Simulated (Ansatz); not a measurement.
# Geometry relaxation, with input and output: Ta4N3 (part 2 of 2)

Continued. System: Ta4N3 (7 atoms in the cell). Method: DFT r2SCAN, scalar-relativistic, plane waves, PAW, no spin polarisation (Ansatz 0.2.0); cutoff 500 eV, 12×12×12 k-mesh, Gaussian smearing of 0.1 eV. The structure derives from a Materials Project entry.

Geometry of the input (Å; fractional positions):
```
-2.2032  2.2032  4.3106
2.2032  -2.2032  4.3106
2.2032  2.2032  -4.3106
Ta -0.0000  0.5000  0.5000
Ta 0.2638  0.2638  -0.0000
Ta 0.5000  0.0000  0.5000
Ta 0.7362  0.7362  0.0000
N  0.7500  0.2500  0.5000
N  0.0000  0.0000  0.0000
N  0.2500  0.7500  0.5000
```

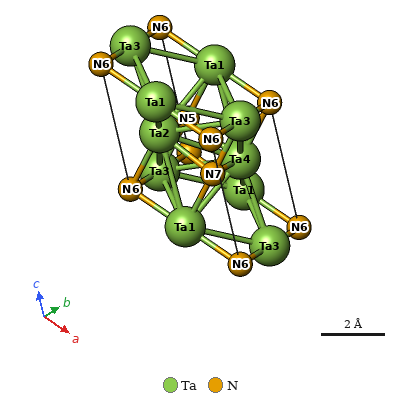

Figure 1. The geometry at step 3 of the log (ball-and-stick view of the reduced cell, seen slightly off an axis; atoms are numbered from 1 in the order of the input).

The program's output, continued
```
SCF iter   1: F=—  HF=-40939.165076 eV  |F-HF|=—  |Δ(HF+E_count)|=         —  Δρ=2.96e-4  dr2=7.68e-5  dr2_τ=1.01e-3  ethr=1.26e-7  ⟨swp⟩=2.3  Hψ=30429  notcnv=0
preconditioner: auto → Kerker (q_TF=auto, 2.636 Å⁻¹)  [metal: Δε(μ)=0.013 eV  Ē_g=9.411 eV  σ=0.100 eV  W_gap=0.07  n_scr=30 (ndim 8)  ℏωp=24.2 eV  f_vac=0.000  D(μ)=1.90/eV (n_scr^D=14)]
SCF iter   2: F=—  HF=-40939.165480 eV  |F-HF|=—  |Δ(HF+E_count)|=   4.05e-4  Δρ=1.77e-4  dr2=2.62e-5  dr2_τ=4.95e-7  ethr=1.15e-7  ⟨swp⟩=2.0  Hψ=12150  notcnv=0
SCF iter   3: F=—  HF=-40939.165476 eV  |F-HF|=—  |Δ(HF+E_count)|=   4.49e-6  Δρ=6.09e-5  dr2=3.82e-6  dr2_τ=5.49e-7  ethr=3.91e-8  ⟨swp⟩=2.0  Hψ=9239  notcnv=0
SCF iter   4: F=—  HF=-40939.165475 eV  |F-HF|=—  |Δ(HF+E_count)|=   6.96e-7  Δρ=2.46e-5  dr2=8.93e-7  dr2_τ=3.79e-8  ethr=5.70e-9  ⟨swp⟩=2.0  Hψ=9118  notcnv=0
SCF iter   5: F=—  HF=-40939.165475 eV  |F-HF|=—  |Δ(HF+E_count)|=   1.39e-7  Δρ=1.50e-5  dr2=1.87e-7  dr2_τ=9.79e-9  ethr=1.33e-9  ⟨swp⟩=2.1  Hψ=8402  notcnv=0
SCF iter   6: F=-40939.165475 eV  HF=-40939.165475 eV  |F-HF|=5.31e-10  |Δ(HF+E_count)|=   3.56e-9  Δρ=2.37e-6  dr2=5.17e-9  dr2_τ=3.32e-10  ethr=8.57e-11  ⟨swp⟩=5.7  Hψ=26136  notcnv=0
SCF 5 converged in 6 iterations: F = -40939.165475 eV  dr2 = 5.17e-9
relax step   5: F+E_penalty+E_count = -40939.16547489 eV  Δ(F+E_penalty+E_count) = -6.216e-5 eV  max|allowed force component| = 5.943e-4 eV/Å  Δτ_max = 0.0026 Å  P = -0.002 GPa  Ω = 82.307 Å³  energy of the carried Pulay correction = +7.081e-4 eV  (6 SCF iters, dr2 threshold 5.74e-8 eV, accepted)
Initial wavefunctions: pseudopotential atomic-orbital guess (no wavefunctions were taken with the density)
iter 1 solved again at ethr=1.10e-8 eV; its pass at ethr=3.10e-3 eV (dr2=7.39e-6 eV) is discarded
SCF iter   1: F=—  HF=-40939.164778 eV  |F-HF|=—  |Δ(HF+E_count)|=         —  Δρ=4.63e-5  dr2=1.87e-7  dr2_τ=1.58e-6  ethr=1.10e-8  ⟨swp⟩=4.2  Hψ=48921  notcnv=0
preconditioner: auto → Kerker (q_TF=auto, 2.636 Å⁻¹)  [metal: Δε(μ)=0.013 eV  Ē_g=9.412 eV  σ=0.100 eV  W_gap=0.08  n_scr=30 (ndim 8)  ℏωp=24.2 eV  f_vac=0.000  D(μ)=1.90/eV (n_scr^D=14)]
SCF iter   2: F=—  HF=-40939.164778 eV  |F-HF|=—  |Δ(HF+E_count)|=   3.89e-7  Δρ=2.46e-5  dr2=5.84e-8  dr2_τ=6.58e-8  ethr=2.80e-10  ⟨swp⟩=2.2  Hψ=9755  notcnv=0
SCF iter   3: F=—  HF=-40939.164778 eV  |F-HF|=—  |Δ(HF+E_count)|=   9.64e-8  Δρ=2.86e-6  dr2=4.52e-9  dr2_τ=2.06e-9  ethr=8.72e-11  ⟨swp⟩=2.0  Hψ=9572  notcnv=0
SCF iter   4: F=—  HF=-40939.164778 eV  |F-HF|=—  |Δ(HF+E_count)|=  4.80e-10  Δρ=7.23e-7  dr2=3.99e-10  dr2_τ=4.45e-11  ethr=6.74e-12  ⟨swp⟩=2.0  Hψ=9395  notcnv=0
SCF iter   5: F=—  HF=-40939.164778 eV  |F-HF|=—  |Δ(HF+E_count)|=  1.89e-10  Δρ=3.06e-7  dr2=9.02e-11  dr2_τ=1.65e-11  ethr=1.00e-12  ⟨swp⟩=6.2  Hψ=27920  notcnv=0
SCF iter   6: F=-40939.164778 eV  HF=-40939.164778 eV  |F-HF|=4.37e-11  |Δ(HF+E_count)|=  1.46e-11  Δρ=1.47e-7  dr2=2.01e-11  dr2_τ=2.37e-12  ethr=1.00e-12  ⟨swp⟩=4.0  Hψ=21134  notcnv=0
SCF 6 converged in 6 iterations: F = -40939.164778 eV  dr2 = 2.01e-11
relax step   6: F+E_penalty+E_count = -40939.16477799 eV  Δ(F+E_penalty+E_count) = +6.969e-4 eV  max|allowed force component| = 4.976e-4 eV/Å  Δτ_max = 0.0000 Å  P = -0.003 GPa  Ω = 82.307 Å³  stress off target by 9.91e-3 GPa  SCF on the basis re-selected at this cell (its energy is not comparable with the rows above)  (6 SCF iters)
basis re-selected at this cell: Δ(F+E_penalty+E_count) = +6.969e-4 eV, ΔP = -0.001 GPa vs the last step (what re-selecting the basis moved, of the pressure what is left beyond the Pulay correction that the steps carried, after the strain that the cell walked since its last selection, with what the two solves' SCF thresholds leave and, on support functions, any second-order correction that the steps lacked; it is no measure of the basis error at this ecutwfc). This SCF's stress stands 9.91e-3 GPa from its target on what of the cell is left free (relax.cell.stress_tol is 5.00e-2 GPa) and its largest allowed force component is 4.98e-4 eV/Å (relax.f_tol is 5.00e-3 eV/Å): within both
SCF converged after 6 iterations
Free energy (F): -40939.164778 eV
Harris-Foulkes:  -40939.164778 eV  (|F-HF|=4.37e-11)
Internal energy: -40939.155283 eV  (E = F + TS)
E sigma→0 (E₀):  -40939.160031 eV
Entropy (-TS):   -0.009495 eV (-1.356 meV/atom)
Fermi energy:    20.547414 eV
--- Per-component energies (eV) ---
  E_band       = -314.589308
  E_kinetic    = 1874.517206
  E_local      = -2372.373608  (includes V_loc(G=0)·N_el)
  E_nonlocal   = 193.600065
  E_hartree    = 810.941321
  E_xc         = -1002.171099
  E_vxc        = -1148.612849  (∫ρ·V_xc dr)
  E_paw        = -34079.883363  (= ΣΔE_a)
  E_vpaw       = -542.649778  (= ΣTr[D̂ρ^β])
  E_aug_tail   = 0.000355  (compensation charges beyond the density's cutoff)
  E_vtau       = 59.046669  (kinetic-family band-sum trace: ∫τ·v_τ [+ j·A + Jᵃ·Aᵃ] dr)
  E_ewald      = -6360.672344
  E_core_change = -3.113815  (= ΣΔE_core)
  E_smearing   = -0.009495  (= −TS)
  E_closure    = 0.000000  (closes the sum)
  Σ components = -40939.164778   (vs F -40939.164778, Δ=0.00e0)
--- Forces (eV/Å), atoms counted from 1 ---
  atom   1  Ta     0.00000000     0.00000000    -0.00000000
  atom   2  Ta     0.00000000     0.00000000    -0.00049760
  atom   3  Ta     0.00000000     0.00000000     0.00000000
  atom   4  Ta     0.00000000     0.00000000     0.00049760
  atom   5  N      0.00000000     0.00000000     0.00000000
  atom   6  N     -0.00000000     0.00000000    -0.00000000
  atom   7  N      0.00000000     0.00000000     0.00000000
  max |Σ_I F_I| component: 8.67e-18 eV/Å
--- Stress (GPa, compression-positive) ---
       -0.009914       0.000000      -0.000000
        0.000000      -0.009914       0.000000
        0.000000       0.000000       0.009501
  P = ⅓ Tr σ = -0.0034 GPa (-0.034 kbar)
--- Band table (eV; the first three rows and the last of 163) ---
  k-point 0: bands = ["-50.2231", "-50.1777", "-49.7273", "-49.6916", "-16.4224", "-16.4224", "-16.3467", "-16.1045", "-16.1045", "-15.9477", "-15.9273", "-15.9273", "-15.8302", "-15.5185", "-15.1990", "-15.1990", "1.3304", "2.7355", "2.9643", "13.0773", "13.7816", "13.8291", "13.8291", "14.9927", "14.9927", "15.0659", "15.7842", "16.2160", "16.5495", "16.5495", "19.2731", "19.2731", "19.7908", "19.8461", "19.8461", "21.6342", "21.6342", "21.6676", "22.1405", "24.0005", "24.0621"]
  k-point 1: bands = ["-50.2214", "-50.1790", "-49.7263", "-49.6929", "-16.4520", "-16.4057", "-16.3200", "-16.1389", "-16.0971", "-16.0221", "-15.9043", "-15.8690", "-15.8089", "-15.5296", "-15.2210", "-15.1945", "1.4350", "2.8134", "3.0300", "12.9182", "13.3959", "13.7908", "13.8987", "14.6674", "14.8888", "15.1026", "15.7628", "16.1767", "16.1864", "16.6930", "19.2089", "19.3586", "19.5169", "19.7735", "20.3444", "21.6402", "21.6834", "22.1063", "22.3493", "23.7312", "24.4112"]
  k-point 2: bands = ["-50.2167", "-50.1826", "-49.7235", "-49.6967", "-16.5240", "-16.3581", "-16.2460", "-16.2254", "-16.1136", "-16.0772", "-15.8419", "-15.8361", "-15.7596", "-15.5622", "-15.2716", "-15.1806", "1.7298", "3.0302", "3.2139", "12.5214", "12.6863", "13.6740", "13.8509", "14.0043", "14.5631", "14.7292", "15.4109", "15.8328", "15.9630", "17.3488", "19.0636", "19.4837", "19.6093", "19.6499", "21.0857", "21.7230", "21.8535", "22.7757", "22.9334", "23.2427", "24.1543"]
  k-point 162: bands = ["-50.2175", "-50.1790", "-49.7318", "-49.6918", "-16.5214", "-16.5214", "-16.0571", "-16.0571", "-16.0286", "-15.9961", "-15.8524", "-15.8523", "-15.8523", "-15.7872", "-15.2161", "-15.2161", "2.1435", "2.3641", "2.5670", "12.2512", "14.1920", "14.2758", "14.2758", "15.3056", "15.4788", "15.4788", "16.1520", "16.1806", "16.1806", "16.4757", "16.4757", "17.0340", "17.7103", "21.2048", "21.2048", "22.3833", "23.1583", "23.4199", "23.4199", "23.8883", "23.9395"]
--- Relaxed structure (5 steps of the walk, 5 accepted, 1 SCFs on fresh bases) ---
  F+E_penalty+E_count = -40939.16477799 eV   max|allowed force component| = 4.976e-4 eV/Å   (the final SCF, on the basis selected at the relaxed cell)
  cell:  # Å, volume = 82.3066 Å³
    - [-2.1900881921691897, 2.1900881921691897, 4.289941998738172]
    - [2.1900881921691897, -2.1900881921691897, 4.289941998738172]
    - [2.1900881921691897, 2.1900881921691897, -4.289941998738172]
  atoms:
    - { symbol: Ta, position: [-2.2996046216652537e-19, 0.5, 0.5] }
    - { symbol: Ta, position: [0.2681744161317439, 0.2681744161317439, 9.567827205947266e-36] }
    - { symbol: Ta, position: [0.5, -2.2996046216652537e-19, 0.5] }
    - { symbol: Ta, position: [0.7318255838682562, 0.7318255838682562, 8.898676052503057e-36] }
    - { symbol: N, position: [0.75, 0.25, 0.5] }
    - { symbol: N, position: [-2.2996046216652546e-19, -2.2996046216652546e-19, -8.268353738141042e-36] }
    - { symbol: N, position: [0.25, 0.75, 0.5] }
```

Trajectory as extended XYZ (Å, eV, eV/Å), 6 frames, from step=1 to step=6
```
7
Lattice="-2.2032 2.2032 4.3106 2.2032 -2.2032 4.3106 2.2032 2.2032 -4.3106" Properties=species:S:1:pos:R:3:forces:R:3 step=1 energy=-40939.12837 pressure_GPa=-5.41
Ta    2.2032    0.0000    0.0000    0.0000   0.0000   0.0000
Ta    0.0000    0.0000    2.2745    0.0000   0.0000   0.3203
Ta    0.0000    2.2032    0.0000    0.0000   0.0000   0.0000
Ta    0.0000    0.0000    6.3468    0.0000   0.0000  -0.3203
N     0.0000    2.2032    2.1553    0.0000   0.0000   0.0000
N     0.0000    0.0000    0.0000    0.0000   0.0000   0.0000
N     2.2032    0.0000    2.1553    0.0000   0.0000   0.0000
7
Lattice="-2.1798 2.1798 4.2549 2.1798 -2.1798 4.2549 2.1798 2.1798 -4.2549" Properties=species:S:1:pos:R:3:forces:R:3 step=2 energy=-40939.13746 pressure_GPa=6.06
Ta    2.1798    0.0000    0.0000    0.0000   0.0000   0.0000
Ta    0.0000    0.0000    2.2909    0.0000   0.0000  -0.1088
Ta    0.0000    2.1798    0.0000    0.0000   0.0000   0.0000
Ta    0.0000    0.0000    6.2189    0.0000   0.0000   0.1088
N     0.0000    2.1798    2.1274    0.0000   0.0000   0.0000
N     0.0000    0.0000    0.0000    0.0000   0.0000   0.0000
N     2.1798    0.0000    2.1274    0.0000   0.0000   0.0000
7
Lattice="-2.1910 2.1910 4.2847 2.1910 -2.1910 4.2847 2.1910 2.1910 -4.2847" Properties=species:S:1:pos:R:3:forces:R:3 step=3 energy=-40939.16456 pressure_GPa=0.09
Ta    2.1910    0.0000    0.0000    0.0000   0.0000   0.0000
Ta    0.0000    0.0000    2.2890    0.0000   0.0000   0.0777
Ta    0.0000    2.1910    0.0000    0.0000   0.0000   0.0000
Ta    0.0000    0.0000    6.2804    0.0000   0.0000  -0.0777
N     0.0000    2.1910    2.1423    0.0000   0.0000   0.0000
N     0.0000    0.0000    0.0000    0.0000   0.0000   0.0000
N     2.1910    0.0000    2.1423    0.0000   0.0000   0.0000
7
Lattice="-2.1902 2.1902 4.2888 2.1902 -2.1902 4.2888 2.1902 2.1902 -4.2888" Properties=species:S:1:pos:R:3:forces:R:3 step=4 energy=-40939.16541 pressure_GPa=0.03
Ta    2.1902    0.0000    0.0000    0.0000   0.0000   0.0000
Ta    0.0000    0.0000    2.2977    0.0000   0.0000   0.0219
Ta    0.0000    2.1902    0.0000    0.0000   0.0000   0.0000
Ta    0.0000    0.0000    6.2798    0.0000   0.0000  -0.0219
N     0.0000    2.1902    2.1444    0.0000   0.0000   0.0000
N     0.0000    0.0000    0.0000    0.0000   0.0000   0.0000
N     2.1902    0.0000    2.1444    0.0000   0.0000   0.0000
7
Lattice="-2.1901 2.1901 4.2899 2.1901 -2.1901 4.2899 2.1901 2.1901 -4.2899" Properties=species:S:1:pos:R:3:forces:R:3 step=5 energy=-40939.16548 pressure_GPa=-0.00
Ta    2.1901    0.0000    0.0000    0.0000   0.0000   0.0000
Ta    0.0000    0.0000    2.3009    0.0000   0.0000  -0.0006
Ta    0.0000    2.1901    0.0000    0.0000   0.0000   0.0000
Ta    0.0000    0.0000    6.2790    0.0000   0.0000   0.0006
N     0.0000    2.1901    2.1450    0.0000   0.0000   0.0000
N     0.0000    0.0000    0.0000    0.0000   0.0000   0.0000
N     2.1901    0.0000    2.1450    0.0000   0.0000   0.0000
7
Lattice="-2.1901 2.1901 4.2899 2.1901 -2.1901 4.2899 2.1901 2.1901 -4.2899" Properties=species:S:1:pos:R:3:forces:R:3 step=6 energy=-40939.16478 pressure_GPa=-0.00
Ta    2.1901    0.0000    0.0000    0.0000   0.0000   0.0000
Ta    0.0000    0.0000    2.3009    0.0000   0.0000  -0.0005
Ta    0.0000    2.1901    0.0000    0.0000   0.0000   0.0000
Ta    0.0000    0.0000    6.2790    0.0000   0.0000   0.0005
N     0.0000    2.1901    2.1450    0.0000   0.0000   0.0000
N     0.0000    0.0000    0.0000    0.0000   0.0000   0.0000
N     2.1901    0.0000    2.1450    0.0000   0.0000   0.0000
```

Key numbers

| quantity | value |
| --- | --- |
| outcome | converged |
| space group (tolerance 0.01 Å) | I4/mmm (139) |
| electrons treated | 67 |
| free energy | −40939.1648 eV |
| Fermi energy | 20.547 eV |
| gap on the k-point mesh | none (metallic) |
| pressure | 0.00 GPa |
| final volume | 82.31 Å³ |
| largest force (length of the vector) at the end | under 0.001 eV/Å |
| final cell | a = 5.291 Å, b = 5.291 Å, c = 5.291 Å, α = 131.10°, β = 131.10°, γ = 71.66° |
| hardware | 2 threads of Intel Xeon @ 2.50GHz (Skylake/Cascade Lake), 189 GiB of memory available, shared host |
| wall time | 6.7 min (CPU time 13 min) |
| peak memory | 1.1 GiB |

Spin–orbit coupling is left out, which matters for Ta. The cell holds an odd number of electrons but the run has no spin polarisation, so a band is left half filled.
